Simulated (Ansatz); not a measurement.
**Run report: AlO₂, single-point calculation (part 2 of 2)**

The same run, continued: AlO₂ (Pnma, 12 atoms in the cell); DFT r2SCAN, scalar-relativistic, plane waves, PAW, spin-polarised (Ansatz 0.2.0); cutoff 500 eV, 2×6×4 k-mesh, Gaussian smearing of 0.1 eV, collinear spins. The structure derives from an entry of the Crystallography Open Database. It belongs to a series of runs on one base structure; here: structure reported for this formula (Pnma, No. 62).

Geometry of the input (Å; fractional positions):
```
9.4400  0.0000  0.0000
0.0000  2.8400  0.0000
0.0000  0.0000  4.4200
Al 0.1460  0.2500  0.9520
Al 0.8540  0.7500  0.0480
Al 0.3540  0.7500  0.4520
Al 0.6460  0.2500  0.5480
O  0.8010  0.2500  0.2870
O  0.1990  0.7500  0.7130
O  0.6990  0.7500  0.7870
O  0.3010  0.2500  0.2130
O  0.9440  0.2500  0.8020
O  0.0560  0.7500  0.1980
O  0.5560  0.7500  0.3020
O  0.4440  0.2500  0.6980
```

```
this state was not tested for a lower state beside it, because the mixer in use, unlike msr1, does not test its closes by its own steps (another_mixer; see scf.mixing.algorithm and scf.lower_state_search)
SCF converged after 21 iterations
Magnetization: 4.0000 μB (32.0000 up, 28.0000 down)
Absolute magnetization: 4.2974 μB (∫|ρ↑−ρ↓|, with the PAW one-centre terms)
Spin contamination: 0.0265 ħ² per cell (⟨S²⟩ above its minimum at these occupations)
Per-site moments (μB) at R_I (Å): [(-0.006822940057664533, 0.7586702429874014), (-0.006822940057664388, 0.7586702429874013), (-0.006822940057664446, 0.7586702429874014), (-0.006822940057664421, 0.7586702429874013), (0.2640497491376939, 0.7586702429874013), (0.2640497491376938, 0.7586702429874014), (0.2640497491376937, 0.7586702429874013), (0.26404974913769375, 0.7586702429874014), (0.6640638782709328, 0.8167588481187392), (0.6640638782709329, 0.8167588481187394), (0.6640638782709327, 0.8167588481187394), (0.6640638782709325, 0.8167588481187393)]
Free energy (F): -6717.043571 eV
Harris-Foulkes:  -6717.043571 eV  (|F-HF|=4.38e-8)
Internal energy: -6717.023852 eV  (E = F + TS)
E sigma→0 (E₀):  -6717.033712 eV
Entropy (-TS):   -0.019719 eV (-1.643 meV/atom)
Fermi energy:    4.776792 eV
--- Per-component energies (eV) ---
  E_band       = -127.182443
  E_kinetic    = 1515.930943
  E_local      = -2849.300296  (includes V_loc(G=0)·N_el)
  E_nonlocal   = 416.646168
  E_hartree    = 1006.545580
  E_xc         = -736.716240
  E_vxc        = -975.569135  (∫ρ·V_xc dr)
  E_paw        = -3172.501393  (= ΣΔE_a)
  E_vpaw       = -309.452392  (= ΣTr[D̂ρ^β])
  E_aug_tail   = 0.008313  (compensation charges beyond the density's cutoff)
  E_vtau       = 61.467298  (kinetic-family band-sum trace: ∫τ·v_τ [+ j·A + Jᵃ·Aᵃ] dr)
  E_ewald      = -2897.140968
  E_core_change = -0.495959  (= ΣΔE_core)
  E_smearing   = -0.019719  (= −TS)
  E_closure    = 0.000000  (closes the sum)
  Σ components = -6717.043571   (vs F -6717.043571, Δ=0.00e0)
--- Forces (eV/Å), atoms counted from 1 ---
  atom   1  Al    -0.36326130     0.00000000     0.22710793
  atom   2  Al     0.36326130     0.00000000    -0.22710793
  atom   3  Al     0.36326130     0.00000000     0.22710793
  atom   4  Al    -0.36326130     0.00000000    -0.22710793
  atom   5  O     -0.47028127     0.00000000     0.15594136
  atom   6  O      0.47028127     0.00000000    -0.15594136
  atom   7  O      0.47028127     0.00000000     0.15594136
  atom   8  O     -0.47028127     0.00000000    -0.15594136
  atom   9  O      0.52266431     0.00000000     1.43678694
  atom  10  O     -0.52266431     0.00000000    -1.43678694
  atom  11  O     -0.52266431     0.00000000     1.43678694
  atom  12  O      0.52266431     0.00000000    -1.43678694
  max |Σ_I F_I| component: 2.22e-16 eV/Å
--- Stress (GPa, compression-positive) ---
       -5.836993       0.000000       0.000000
        0.000000      -0.091398       0.000000
        0.000000       0.000000     -11.668179
  P = ⅓ Tr σ = -5.8655 GPa (-58.655 kbar)
--- Band table (eV; the first three rows and the last of 48) ---
  k-point 0 ↑: bands = ["-15.6277", "-15.0141", "-14.7424", "-13.6027", "-13.4383", "-13.3541", "-13.2532", "-13.1317", "-1.6665", "-1.2788", "-0.5471", "0.3749", "0.4755", "0.6123", "0.8530", "1.6394", "1.8661", "2.1878", "2.3967", "2.4244", "2.4413", "2.5407", "2.7846", "3.1239", "3.2169", "3.2208", "3.3739", "3.7199", "3.7783", "3.9955", "4.0901", "4.2849", "12.0500", "14.2540", "14.8606", "14.9543", "16.0661", "16.7830", "17.0069", "17.5104", "18.7391", "19.2867", "19.5497", "19.6326", "19.7180", "20.0782"]
  k-point 1 ↑: bands = ["-15.4569", "-14.9767", "-14.5549", "-13.6609", "-13.6124", "-13.5382", "-13.3159", "-13.2029", "-1.5338", "-0.7987", "-0.6986", "-0.1873", "-0.0259", "0.9647", "1.5473", "1.7613", "1.8514", "1.9950", "2.4123", "2.5538", "2.6619", "2.8967", "2.9927", "3.0999", "3.1102", "3.2258", "3.2823", "3.5052", "3.6982", "3.7521", "3.9606", "4.0690", "12.7964", "14.5959", "14.8886", "15.1323", "15.9282", "16.1473", "16.7412", "17.1879", "18.8679", "18.9703", "19.4358", "19.5864", "20.1465", "20.2459"]
  k-point 2 ↑: bands = ["-15.0993", "-15.0993", "-14.0723", "-14.0723", "-13.7768", "-13.7768", "-13.2859", "-13.2859", "-1.2898", "-1.2898", "0.0651", "0.0651", "0.1061", "0.1061", "1.6170", "1.6170", "2.2794", "2.2794", "2.6873", "2.6873", "2.8154", "2.8154", "2.8782", "2.8782", "3.0351", "3.0351", "3.5107", "3.5107", "3.7027", "3.7027", "3.7525", "3.7525", "14.1688", "14.1688", "15.4838", "15.4838", "15.7417", "15.7417", "16.1505", "16.1505", "19.2416", "19.2416", "19.6536", "19.6536", "19.9880", "19.9880"]
  k-point 23 ↓: bands = ["-12.8913", "-12.8913", "-12.8913", "-12.8913", "-12.1140", "-12.1140", "-12.1140", "-12.1140", "-0.8314", "-0.8314", "-0.8314", "-0.8314", "0.3702", "0.3702", "0.3702", "0.3702", "1.9280", "1.9280", "1.9280", "1.9280", "3.3415", "3.3415", "3.3415", "3.3415", "4.2497", "4.2497", "4.2497", "4.2497", "5.5534", "5.5534", "5.5534", "5.5534", "16.5216", "16.5216", "16.5216", "16.5216", "17.3165", "17.3165", "17.3165", "17.3165", "19.7265", "19.7265", "19.7265", "19.7265", "20.2420", "20.2420"]
--- Löwdin populations: 12 sites ---
  site symbol       q [e]    m [muB]
     0     Al      1.6561    -0.0628
     1     Al      1.6561    -0.0628
     2     Al      1.6561    -0.0628
     3     Al      1.6561    -0.0628
     4      O      6.7299     0.3123
     5      O      6.7299     0.3123
     6      O      6.7299     0.3123
     7      O      6.7299     0.3123
     8      O      6.5052     0.7592
     9      O      6.5052     0.7592
    10      O      6.5052     0.7592
    11      O      6.5052     0.7592
  spilling = 0.007248 (of n_electrons = 60.000000)
```

## File populations.tsv
```
# site	symbol	l	j	q_up	q_dn
# orbitals = lowdin
# n_electrons = 60.000000
# spilling = 0.007248
0	Al	0_3S	-	0.227913	0.245307
0	Al	1_3P	-	0.568768	0.614147
1	Al	0_3S	-	0.227913	0.245307
1	Al	1_3P	-	0.568768	0.614147
2	Al	0_3S	-	0.227913	0.245307
2	Al	1_3P	-	0.568768	0.614147
3	Al	0_3S	-	0.227913	0.245307
3	Al	1_3P	-	0.568768	0.614147
4	O	0_2S	-	0.826212	0.819899
4	O	1_2P	-	2.694862	2.388924
5	O	0_2S	-	0.826212	0.819899
5	O	1_2P	-	2.694862	2.388924
6	O	0_2S	-	0.826212	0.819899
6	O	1_2P	-	2.694862	2.388924
7	O	0_2S	-	0.826212	0.819899
7	O	1_2P	-	2.694862	2.388924
8	O	0_2S	-	0.872447	0.859053
8	O	1_2P	-	2.759757	2.013992
9	O	0_2S	-	0.872447	0.859053
9	O	1_2P	-	2.759757	2.013992
10	O	0_2S	-	0.872447	0.859053
10	O	1_2P	-	2.759757	2.013992
11	O	0_2S	-	0.872447	0.859053
11	O	1_2P	-	2.759757	2.013992
```

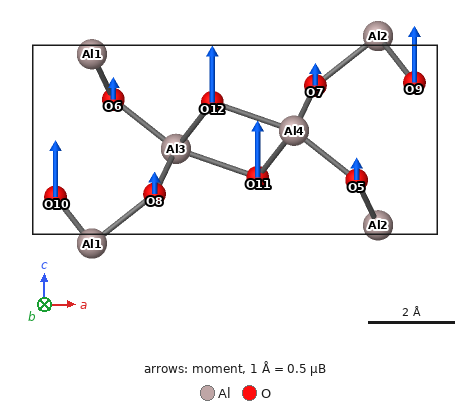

*Magnetic moments of the sites as blue arrows (ball-and-stick view of the cell of the calculation, along the b axis; atoms are numbered from 1 in the order of the input); small moments hardly show. The run is collinear, so the axis drawn is arbitrary.*

Site moments: O9, O10, O11, O12 (0.66 μB); O5, O6, O7, O8 (0.26 μB). They are counted near the atoms and needn't add up to the moment of the cell.

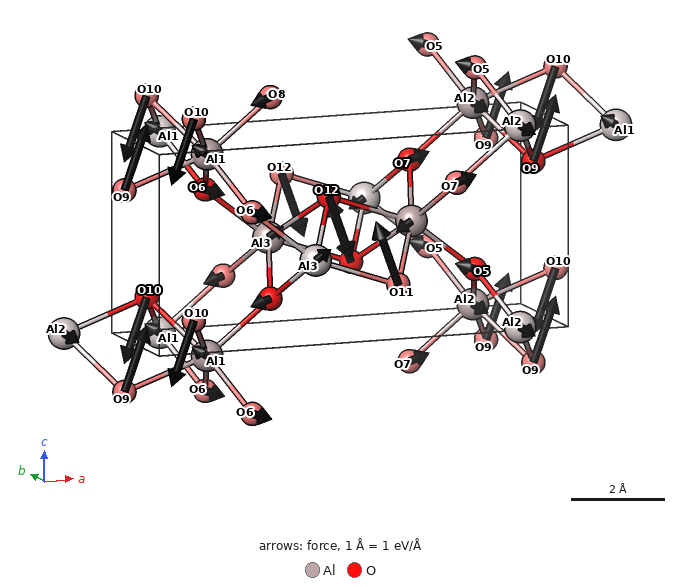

*Forces on the atoms as black arrows (ball-and-stick view of the cell of the calculation, seen slightly off an axis; neighbours outside the cell are drawn fainter; atoms are numbered from 1 in the order of the input).*

The largest act on O9, O10, O11, O12 (1.53 eV/Å); O5, O6, O7, O8 (0.50 eV/Å). The geometry is not a stationary point of this energy.

## Results in brief

```csv
quantity,value
outcome,converged
space group (tolerance 0.01 Å),Pnma (62)
electrons treated,60
free energy,−6717.0436 eV
Fermi energy,4.777 eV
gap on the k-point mesh,none (metallic)
net moment of the cell,4.00 μB
integrated absolute moment,4.30 μB
pressure,−5.87 GPa
largest force (length of the vector),1.529 eV/Å
wall time,1.7 min
peak memory,0.77 GiB
```

## Remarks

The electronic state found may not be the lowest one. Warnings of the run: the state was not tested for a lower one.
